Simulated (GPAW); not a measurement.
# Optical response of Zr

Aim: the dielectric function of Zr, and the optical constants that follow from it.

Calculated with GPAW 26.7.0; DFT, PBE, plane-wave PAW (GPAW data sets), scalar-relativistic, RPA, optical limit.

## Step 1: Set-up

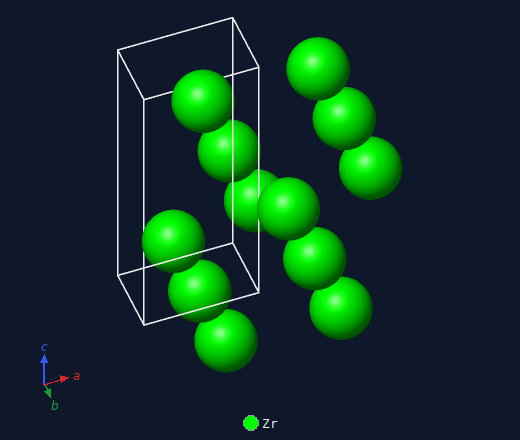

The starting structure, seen from a free direction (zirconium green). 2×3×1 cells are drawn.

## Step 2: Ground state

The self-consistent density comes first; it also tells whether there is a gap, which decides the occupations and the need for a Drude term.

This step: DFT, PBE, plane-wave PAW (GPAW data sets), scalar-relativistic, ground state (GPAW 26.7.0).

Input file gs.py:

```python
from ase import Atoms
from ase.dft.bandgap import bandgap
from gpaw import GPAW, PW, FermiDirac

atoms = Atoms(['Zr', 'Zr'],
              cell=[[3.232000000000, 0.000000000000, 0.000000000000],
                    [-1.616000000000, 2.798994105000, 0.000000000000],
                    [0.000000000000, 0.000000000000, 5.147000000000]],
              scaled_positions=[[0.666666666700, 0.333333333300, 0.750000000000],
                                [0.333333333300, 0.666666666700, 0.250000000000]],
              pbc=[True, True, True])
atoms.calc = GPAW(mode=PW(500), xc='PBE', kpts={'size': (9, 9, 5), 'gamma': True},
                  occupations=FermiDirac(0.05), maxiter=150, txt='gs.txt')
print('energy (eV)', atoms.get_potential_energy())
print('Fermi level (eV)', atoms.calc.get_fermi_level())
print('valence electrons', atoms.calc.get_number_of_electrons())
print('gap (eV)', bandgap(atoms.calc, output=None)[0])
print('direct gap (eV)', bandgap(atoms.calc, direct=True, output=None)[0])
atoms.calc.write('gs.gpw')
```

Command:

```console
OMP_NUM_THREADS=1 python gs.py
```

Numbers of over 12 decimals in the logs are rounded to 6 here.

Output:

```text
__  _  _
 | _ |_)|_||  |
 |__||  | ||/\| - 26.7.0

Versions:
  Python: 3.12.14
  ASE:    3.29.0
  Numpy:  2.5.5
  Scipy:  1.18.1
  Libxc:  7.0.0

Input parameters:
  mode=PW(ecut=500.0),
  kpts=MonkhorstPack(size=(9, 9, 5), gamma=True),
  maxiter=150,
  occupations=Occupations(name='fermi-dirac', width=0.05, fixmagmom=False),
  xc=XC(name='PBE')

Diagonalizing LCAO Hamiltonian
Converting LCAO to pw mode

           Zr

        Zr

Atoms  # Å, Bohr magnetons
|   | symbol |         x |        y |        z |    initial magnetic moments |
| 0 |     Zr |  1.616000 | 0.932998 | 3.860250 | ( 0.0000,  0.0000,  0.0000) |
| 1 |     Zr | -0.000000 | 1.865996 | 1.286750 | ( 0.0000,  0.0000,  0.0000) |

Unit cell  # Å
| periodic |         x |        y |        z |  lengths |     angles |
|      yes |  3.232000 | 0.000000 | 0.000000 | 3.232000 |  90.000000 |
|      yes | -1.616000 | 2.798994 | 0.000000 | 3.232000 |  90.000000 |
|      yes |  0.000000 | 0.000000 | 5.147000 | 5.147000 | 120.000000 |

Number of symmetries: 12
Symmetry operations  # r_c * U_cc + t_c -> r_c
|    | kind |            matrix            |
|  0 |  σ   |  1, 1, 0,  0,-1, 0,  0, 0, 1 |
|  1 |  S6  |  1, 1, 0, -1, 0, 0,  0, 0,-1 |
|  2 |  E   |  1, 0, 0,  0, 1, 0,  0, 0, 1 |
|  3 |  C2  |  1, 0, 0, -1,-1, 0,  0, 0,-1 |
|  4 |  C2  |  0, 1, 0,  1, 0, 0,  0, 0,-1 |
|  5 |  C3  |  0, 1, 0, -1,-1, 0,  0, 0, 1 |
|  6 |  S6  |  0,-1, 0,  1, 1, 0,  0, 0,-1 |
|  7 |  σ   |  0,-1, 0, -1, 0, 0,  0, 0, 1 |
|  8 |  σ   | -1, 0, 0,  1, 1, 0,  0, 0, 1 |
|  9 |  i   | -1, 0, 0,  0,-1, 0,  0, 0,-1 |
| 10 |  C3  | -1,-1, 0,  1, 0, 0,  0, 0, 1 |
| 11 |  C2  | -1,-1, 0,  0, 1, 0,  0, 0,-1 |

BZ-sampling:
  Number of BZ points: 405
  Number of IBZ points: 50

  Monkhorst-Pack size: [9, 9, 5]
  Monkhorst-Pack shift: [0, 0, 0]

K-points  # in reciprocal-cell coordinates
|     |                                coordinates |     weight |
|   0 | (  0.00000000,   0.00000000,   0.00000000) | 0.00246914 |
|   1 | (  0.00000000,   0.00000000,   0.20000000) | 0.00493827 |
|   2 | (  0.00000000,   0.00000000,   0.40000000) | 0.00493827 |
|   3 | (  0.11111111,   0.00000000,  -0.40000000) | 0.01481481 |
|   4 | (  0.11111111,   0.00000000,  -0.20000000) | 0.01481481 |
|   5 | (  0.11111111,   0.00000000,   0.00000000) | 0.01481481 |
|   6 | (  0.11111111,   0.00000000,   0.20000000) | 0.01481481 |
|   7 | (  0.11111111,   0.00000000,   0.40000000) | 0.01481481 |
|   8 | (  0.22222222,  -0.11111111,   0.00000000) | 0.01481481 |
|   9 | (  0.22222222,  -0.11111111,   0.20000000) | 0.02962963 |
| ... |                                            |            |
|  49 | (  0.44444444,   0.44444444,   0.40000000) | 0.02962963 |

Plane wave coefficients: 1192
Cutoff: 500.0 eV

Spin-components: 1 (collinear spins)
Bands:           19
Projectors:      12
Spin-degeneracy: 2
Datatype:        complex128

Parallelization:
  kpt:    1
  domain: 1
  band:   1

Density:
  Valence electrons: 24.0
  Components: 1
  Grid points: [18 18 27]
  Charge: 0.0  # |e|

Potential:
  Grid points: [18 18 27]

species:
  Zr:
    name:    Zirconium
    id:
    Z:       40.0
    valence: 12
    core:    28
    charge:  0.0  # [|e|]
    compensation charges:
      type: gauss
      rc: 0.40  # [Å]
      lmax: 2
    cutoffs:
      filter: 2.39  # [Å]
      core: 1.59  # [Å]
    projectors
    | kind |    occ | energy [eV] | rcut [Å] |
    |   4s |  2.000 |     -54.478 |    1.323 |
    |   5s |  2.000 |      -4.438 |    1.323 |
    |   4p |  6.000 |     -32.467 |    1.334 |
    |   5p |  0.000 |      -1.470 |    1.334 |
    |   4d |  2.000 |      -3.600 |    1.244 |
    |    d |        |      23.611 |    1.244 |

    Using partial waves for Zr as LCAO basis

Reference energy: -195787.142470  # eV

eigensolver:
  PPCG
  Converge bands: occupied
  niter=2

density mixing:
  MSR1-Mixer
  Pratt-step length: 0.05
  Maximum mixing coefficient: 0.75
  Old densities: 10
  SVD Regularization: 0.005
  Good broyden scale: 1.0
  Trust region scale: 1.0
  Backstep threshold: 4.0
  History deletion threshold: 6.0
  Fourier metric: weight=20.0, sigma=0.015

occupation numbers:
  Fermi-Dirac:
    width: 0.0500  # eV

poisson solver:
  ecut: 4000.0  # eV

xc functional:
  name: PBE with 2 nearest neighbor stencil

convergence criteria:
- Maximum [total energy] change in last 3 cyles: 0.0005 eV / valence electron
- Maximum integral of absolute [dens]ity change: 0.0001 electrons / valence electron
- Maximum integral of absolute [eigenst]ate change: 4e-08 eV^2 / valence electron
maximum number of iterations: 150

SCF iterations
|iter     |      energy | eigst |  dens |
|iter:   1||  -15.069795 | +0.13 |       |
|iter:   2||  -15.030667 | -1.35 | -1.30 |
|iter:   3||  -14.793789 | -1.13 | -1.33 |
|iter:   4||  -14.798667 | -2.48 | -1.99 |
|iter:   5||  -14.800265c| -3.72 | -2.35 |
|iter:   6||  -14.800272c| -5.16 | -3.50 |
|iter:   7||  -14.800273c| -5.90 | -3.96 |
|iter:   8||  -14.800273c| -6.74 | -4.18c|
|iter:   9||  -14.800273c| -7.70c| -4.96c|

Converged in 9 steps
SCF loop duration: 55.115 s (6.124 s/step)
Energy contributions relative to reference atoms: (reference = -195787.142470)

Energy contributions:
  Kinetic:           6.737037
  Coulomb:          -7.802061
  Zero:              0.654652
  External:          0.000000
  Xc:              -14.381802
  Entropy:          -0.016199
  Spinorbit:         0.000000
  ----------------------------
  Free energy:     -14.808373
  Extrapolated:    -14.800273

dipole moment: (0.000000, 0.000001, 0.000001)  # |e|*Ang

Fermi level: 9.417
Eigenvalues  # (at kpt = [0.000, 0.000, 0.000])
| band index |      eig [eV] | occ [0-2] |
|          0 |       -39.420 |     2.000 |
|        ... |               |           |
|          2 |       -17.962 |     2.000 |
|          3 |       -17.092 |     2.000 |
|          4 |       -17.092 |     2.000 |
|          5 |       -16.957 |     2.000 |
|          6 |       -16.951 |     2.000 |
|          7 |       -16.951 |     2.000 |
|          8 |         3.750 |     2.000 |
|          9 |         6.382 |     2.000 |
|         10 |        10.266 |     0.000 |
|         11 |        10.266 |     0.000 |
|         12 |        10.415 |     0.000 |
|         13 |        10.570 |     0.000 |
|         14 |        10.957 |     0.000 |
|         15 |        10.957 |     0.000 |
|         16 |        11.536 |     0.000 |
|         17 |        11.536 |     0.000 |
|         18 |        13.829 |     0.000 |

No gap
No difference between direct/indirect transitions

--- standard output ---
energy (eV) -14.800273
Fermi level (eV) 9.416643
valence electrons 24.0
gap (eV) 0.0
direct gap (eV) 0.0
```

Wall time 63 s (1 thread of Intel Xeon at 2.50GHz (Skylake/Cascade Lake), shared host); peak memory 0.16 GiB.

Numbers from this step:

| Property | Result |
| --- | --- |
| energy | -14.80 eV |
| Fermi energy | 9.417 eV |
| electrons | 24 |

There are states at the Fermi level within the smearing, so the occupations stay smeared and the carriers get a Drude term.

## Step 3: Bands for the response

The response needs many more empty bands than the density does.

This step: DFT, PBE, plane-wave PAW (GPAW data sets), scalar-relativistic, bands at fixed density (GPAW 26.7.0).

Input file nscf.py:

```python
from ase.dft.bandgap import bandgap
from gpaw import GPAW, FermiDirac

calc = GPAW('gs.gpw').fixed_density(kpts={'size': (15, 15, 9), 'gamma': True}, nbands=42, convergence={'bands': 36},
                                    occupations=FermiDirac(0.05), txt='nscf.txt')
print('gap (eV)', bandgap(calc, output=None)[0])
print('direct gap (eV)', bandgap(calc, direct=True, output=None)[0])
print('top band over the Fermi level (eV)', min(calc.get_eigenvalues(kpt=k)[35] for k in range(len(calc.get_ibz_k_points()))) - calc.get_fermi_level())
calc.write('full.gpw', mode='all')
```

Command:

```console
OMP_NUM_THREADS=1 python nscf.py
```

Output:

```text
Diagonalizing LCAO Hamiltonian
Converting LCAO to pw mode
convergence criteria:
- Maximum integral of absolute [eigenst]ate change: 4e-08 eV^2 / valence electron
maximum number of iterations: 150

SCF iterations
|iter     |      energy | eigst |  dens |
|iter:   1||             | +3.16 |       |
|iter:   2||             | +1.75 |       |
|iter:   3||             | +0.88 |       |
|iter:   4||             | +0.11 |       |
|iter:   5||             | -0.64 |       |
|iter:   6||             | -1.34 |       |
|iter:   7||             | -2.06 |       |
|iter:   8||             | -2.75 |       |
|iter:   9||             | -3.44 |       |
|iter:  10||             | -4.13 |       |
|iter:  11||             | -4.83 |       |
|iter:  12||             | -5.59 |       |
|iter:  13||             | -6.34 |       |
|iter:  14||             | -7.03 |       |
|iter:  15||             | -7.57c|       |
SCF steps: 15
  __  _  _
 | _ |_)|_||  |
 |__||  | ||/\| - 26.7.0

Versions:
  Python: 3.12.14
  ASE:    3.29.0
  Numpy:  2.5.5
  Scipy:  1.18.1
  Libxc:  7.0.0

Input parameters:
  mode=PW(ecut=500.0),
  convergence={'bands': 36},
  gpts=array([18, 18, 27]),
  kpts=MonkhorstPack(size=(15, 15, 9), gamma=True),
  maxiter=150,
  nbands=42,
  occupations=Occupations(name='fermi-dirac', width=0.05, fixmagmom=False),
  parallel={},
  xc=XC(name='PBE')

--- standard output ---
gap (eV) 0.0
direct gap (eV) 0.0
top band over the Fermi level (eV) 24.004312
```

Run time: 12 min. Hardware: 1 thread; peak memory 0.35 GiB.

## Step 4: Dielectric function, RPA

Transitions between filled and empty bands, summed over the zone, give the optical response, so mesh, band count and broadening shape it.

The induced potential is part of this response.

This step: DFT, PBE, plane-wave PAW (GPAW data sets), scalar-relativistic, RPA, optical limit (GPAW 26.7.0).

Input file df.py:

```python
from gpaw.response.df import DielectricFunction

df = DielectricFunction('full.gpw', frequencies={'type': 'nonlinear', 'domega0': 0.03, 'omega2': 8},
                        ecut=50,
                        eta=0.15,
                        nbands=36,
                        rate=0.05,
                        txt='df.txt')
for direction in ['x', 'z']:
    df.get_dielectric_function(xc='RPA', direction=direction, filename=f'df_{direction}.csv')
```

Command:

```console
OMP_NUM_THREADS=1 python df.py
```

Output:

```text
Using integrator: PointIntegrator
NonLinearFrequencyDescriptor(from 0.000 to 76.487 eV, 515 points)
Nonperiodic BCs:  [False False False]
Using integrator: PointIntegrator
NonLinearFrequencyDescriptor(from 0.000 to 76.487 eV, 515 points)
Nonperiodic BCs:  [False False False]
Using integrator: PointIntegrator

Calculating chi0 body with:
    Ground state adapter containing:
    Number of spins: 1
    Number of kpoints: 2025
    Number of irreducible kpoints: 211
    Number of completely occupied states: 10
    Number of partially occupied states: 14

    Linear response parametrization:
    q_c: [0.0, 0.0, 0.0]
    Number of frequency points: 515
    Planewave cutoff: 50.0
    Number of bands: 36
    Number of planewaves: 35
    Broadening (eta): 0.15

Integrating chi0 body.

Symmetries of q_c:
    Direct symmetries (Uq -> q): 12
    Indirect symmetries (TUq -> q): 0
In total 12 allowed symmetries.

211 groups of equivalent kpoints. 89.580247% reduction.

Integral kind: spectral function

Calculating chi0 optical extensions with:
    Ground state adapter containing:
    Number of spins: 1
    Number of kpoints: 2025
    Number of irreducible kpoints: 211
    Number of completely occupied states: 10
    Number of partially occupied states: 14

    Linear response parametrization:
    Number of frequency points: 515
    Planewave cutoff: 50.0
    Number of bands: 36
    Number of planewaves: 35
    Broadening (eta): 0.15
Integrating chi0 head and wings.

Symmetries of q_c:
    Direct symmetries (Uq -> q): 12
    Indirect symmetries (TUq -> q): 0
In total 12 allowed symmetries.

211 groups of equivalent kpoints. 89.580247% reduction.

Integral kind: spectral function wings

Calculating drude chi0 with:
    Number of frequency points:515
    Plasma frequency decay rate: 0.05 eV

    Ground state adapter containing:
    Number of spins: 1
    Number of kpoints: 2025
    Number of irreducible kpoints: 211
    Number of completely occupied states: 10
    Number of partially occupied states: 14

Symmetries of q_c:
    Direct symmetries (Uq -> q): 12
    Indirect symmetries (TUq -> q): 0
In total 12 allowed symmetries.

211 groups of equivalent kpoints. 89.580247% reduction.

Integral kind: intraband
Plasma frequency:
[[3.22-0.j 0.  +0.j 0.  +0.j]
 [0.  +0.j 3.22-0.j 0.  +0.j]
 [0.  +0.j 0.  +0.j 3.29-0.j]]
```

It took 2.1 min on 1 thread; peak memory 0.24 GiB.

Some rows of df_x.csv (energy; Re and Im without local fields; Re and Im with them):

```text
0.000000, 4240.273420, -0.000000, 4239.215755, -0.000000
0.460735, 2.965253, 39.096384, 2.005410, 38.724520
0.943989, 12.856242, 40.645246, 12.346550, 39.883491
1.451455, 4.033756, 32.493403, 3.911225, 31.911097
1.984998, -0.261478, 28.056116, -0.063354, 27.259846
2.546682, -5.919922, 20.110581, -5.533146, 20.278385
3.138794, -5.124849, 13.883087, -5.327349, 13.791632
3.763875, -3.612429, 10.352385, -3.534245, 10.232784
4.424758, -4.020880, 9.280022, -3.946326, 9.243013
5.124608, -4.963098, 6.618032, -4.898403, 6.665633
5.866977, -4.179798, 3.543497, -4.229259, 3.604935
6.655862, -1.903769, 2.251627, -1.978349, 2.268945
7.495775, -0.147277, 2.607719, -0.183144, 2.597712
8.391833, -1.778864, 2.578069, -1.850453, 2.637416
9.349861, -0.066304, 2.209909, -0.245836, 2.192162
10.376517, -1.041345, 2.277861, -1.066228, 2.310040
11.479449, -0.664193, 1.320895, -0.807883, 1.371075
12.667487, -0.607618, 1.129739, -0.756685, 1.121381
13.950874, -0.186157, 0.800792, -0.362886, 0.781671
```

The Im ε has structure finer than the step of the table below, so its rows give means over 1 eV, whole bins alone (the curve runs from 0.305 to 14.0 eV). Peaks (eV: height): E ∥ x 0.7: 46.9; E ∥ z 0.7: 73.7.

Sum at mesh points, not converged in k. Im ε against photon energy; means over each step:

```tsv
photon energy (eV)	E ∥ x	E ∥ z
1	39.6	58.4
2	26.9	28.5
3	15.3	13.7
4	9.70	9.51
5	7.11	6.58
6	3.42	4.02
7	2.31	2.78
8	3.34	1.88
9	2.07	1.32
10	2.59	2.62
11	1.74	2.10
12	1.34	1.16
13	0.932	0.747
```

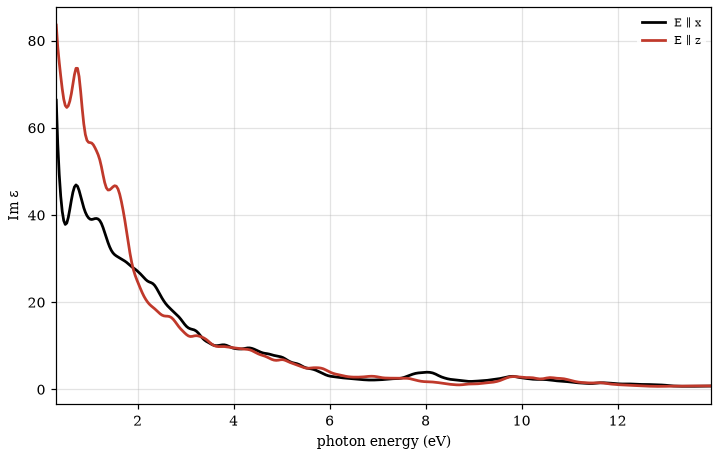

Im ε against photon energy.

Values under 1 per cm are given as 1; sum at mesh points, not converged in k. Table of absorption coefficient by photon energy:

```tsv
photon energy (eV)	E ∥ x (1/cm)	E ∥ z (1/cm)
1.01	3.9e5	5.0e5
1.99	7.4e5	9.2e5
3.02	1.0e6	9.9e5
3.98	1.1e6	1.1e6
4.98	1.3e6	1.3e6
6.02	1.2e6	1.4e6
6.99	9.5e5	1.3e6
8.03	1.3e6	1.2e6
9.02	1.1e6	8.1e5
10.03	1.4e6	1.3e6
11.03	1.4e6	1.6e6
12.02	1.3e6	1.4e6
13.00	1.3e6	1.1e6
```

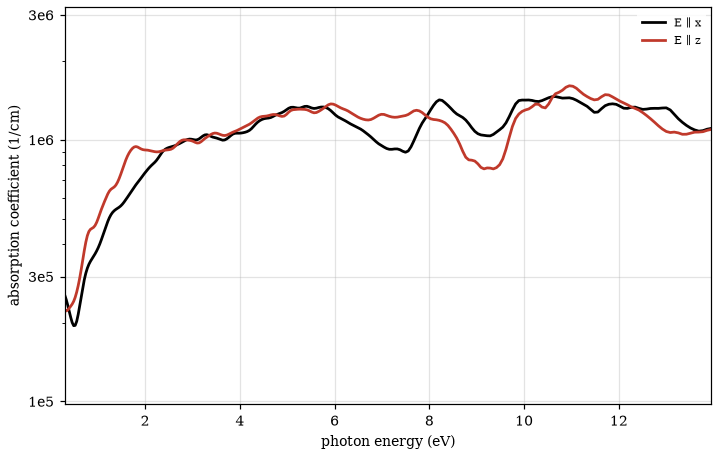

Absorption coefficient against photon energy.

The Im ε, E ∥ x has structure finer than the step of the table below, so its rows give means over 1 eV, whole bins alone (the curve runs from 0.305 to 14.0 eV). Peaks (eV: height): without local fields 0.7: 47.7; with local fields 0.7: 46.9.

Sum at mesh points, not converged in k. The Im ε, E ∥ x by photon energy; means over each step:

```tsv
photon energy (eV)	without local fields	with local fields
1	40.3	39.6
2	27.4	26.9
3	15.3	15.3
4	9.80	9.70
5	7.10	7.11
6	3.38	3.42
7	2.31	2.31
8	3.30	3.34
9	2.03	2.07
10	2.61	2.59
11	1.67	1.74
12	1.32	1.34
13	0.932	0.932
```

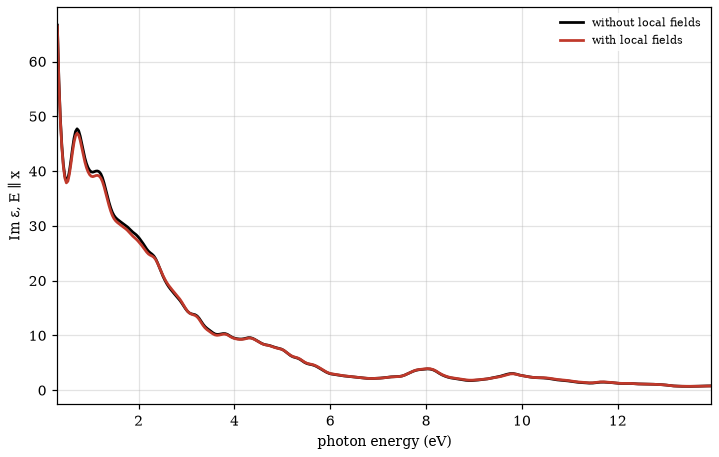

Im ε, E ∥ x against photon energy.

The reflectivity at normal incidence has structure finer than the step of the table below, so its rows give means over 0.5 eV, whole bins alone (the curve runs from 0.305 to 14.0 eV). Peaks (eV: height): E ∥ x 5.92: 60.2, 8.33: 43.7, 11.10: 40.4, 13.17: 42.0; E ∥ z 11.94: 46.2.

Sum at mesh points, not converged in k. The reflectivity at normal incidence by photon energy; means over each step:

```tsv
photon energy (eV)	E ∥ x (%)	E ∥ z (%)
1.0	61.3	67.8
1.5	59.3	67.8
2.0	58.6	68.1
2.5	59.4	61.7
3.0	58.0	59.0
3.5	54.5	56.0
4.0	50.8	53.1
4.5	51.9	54.9
5.0	54.6	54.7
5.5	57.2	54.9
6.0	58.3	57.1
6.5	50.2	53.1
7.0	36.0	48.3
7.5	25.8	47.2
8.0	34.4	50.3
8.5	41.8	46.4
9.0	31.2	23.8
9.5	24.4	15.8
10.0	33.2	26.7
10.5	36.2	30.9
11.0	39.6	40.9
11.5	35.6	41.4
12.0	36.5	45.8
12.5	36.5	45.0
13.0	39.9	36.5
13.5	35.4	29.4
```

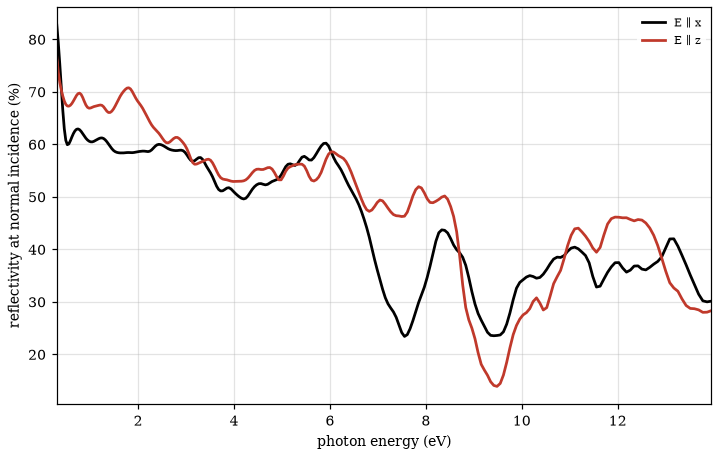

Reflectivity at normal incidence against photon energy.

The loss function −Im 1/ε at q → 0 has structure finer than the step of the table below, so its rows give means over 1 eV, whole bins alone (the curve runs from 0.305 to 14.0 eV). Peaks (eV: height): E ∥ x 7.4: 0.391, 9.1: 0.478; E ∥ z 9.1: 0.758.

Sum at mesh points, not converged in k. The loss function −Im 1/ε at q → 0 by energy loss; means over each step:

```tsv
energy loss (eV)	E ∥ x	E ∥ z
1	0.0236	0.0169
2	0.0371	0.0326
3	0.0587	0.0606
4	0.0902	0.0854
5	0.0992	0.102
6	0.144	0.132
7	0.334	0.212
8	0.267	0.270
9	0.413	0.637
10	0.345	0.368
11	0.409	0.347
12	0.540	0.465
13	0.701	0.900
```

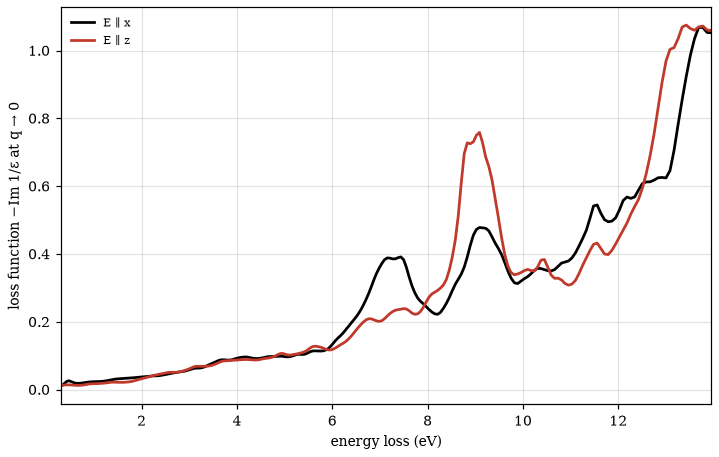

Loss function −Im 1/ε at q → 0 against energy loss.

From ε follow the optical constants at some laser and lamp lines:

```tsv
wavelength (nm)	n x	k x	R (%) x	1/α x	n z	k z	R (%) z	1/α z
1064	5.00	3.917	61.0	22 nm	5.38	5.035	67.4	17 nm
633	3.72	3.692	58.6	14 nm	2.80	4.622	68.7	11 nm
450	2.54	3.489	58.9	10 nm	2.24	3.550	61.2	10 nm
405	2.19	3.221	57.4	10 nm	1.95	3.152	58.2	10 nm
365	1.89	2.993	56.3	9.7 nm	1.91	3.052	57.0	9.5 nm
308	1.80	2.603	50.7	9.4 nm	1.76	2.710	53.0	9.0 nm
193	0.72	1.736	51.6	8.8 nm	0.75	1.909	55.1	8.0 nm
```

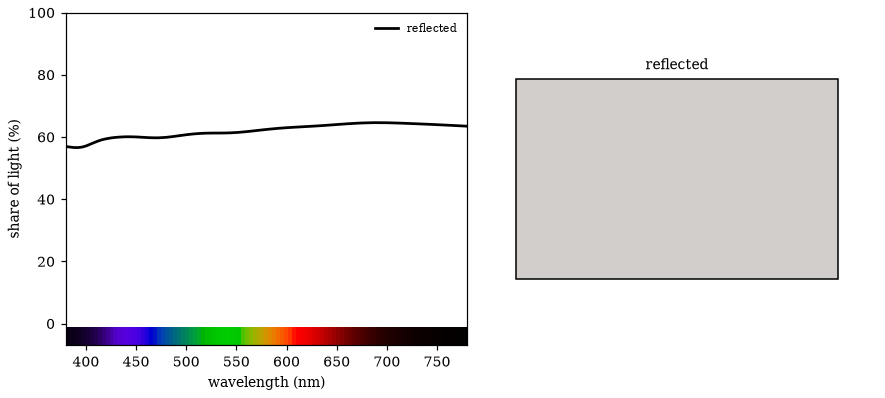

Light reflected across the visible range, with the colour that it makes of daylight (sRGB).

In reflection the computed colour is light grey: x = 0.317, y = 0.332, luminous reflectivity 62 %.

## Step 5: What came out

In words: At this level (PBE, RPA) Zr is a metal. The mesh is too coarse to trust the carriers' weight, the reflectivity or the colour to better than tens of per cent. In reflection the computed colour is light grey: x = 0.317, y = 0.332, luminous reflectivity 62 %. The carriers' damping of 0.05 eV is typed, not computed; it shapes the response at the lowest energies. In this version of GPAW the matrix elements of the optical limit are incomplete, which can lower ε − 1 by up to a tenth where first-row anions or d states rule, and shift it by more in d metals. GPAW's carrier term has the form −ωp²/(ω + i·rate)², which damps like twice the rate and fails at low energy, so the curves leave the lowest energies out. The sum runs over mesh points 0.15 Å⁻¹ apart with no interpolation, so peaks are partly noise of the mesh, and the Drude plasma energy, a sum over the Fermi surface, isn't converged.

[Machine, clock and banner lines and Python warnings are left out of the logs.]

[Logs are printed without paths, hosts, clocks, repeated set-up lines and the standing remarks that a program may print on its own settings, such as how far it seeks lower states.]

[Hosts, paths, dates, database ids (printed as entryN), source tags and the programs' standing remarks are cut or masked in the printed files.]
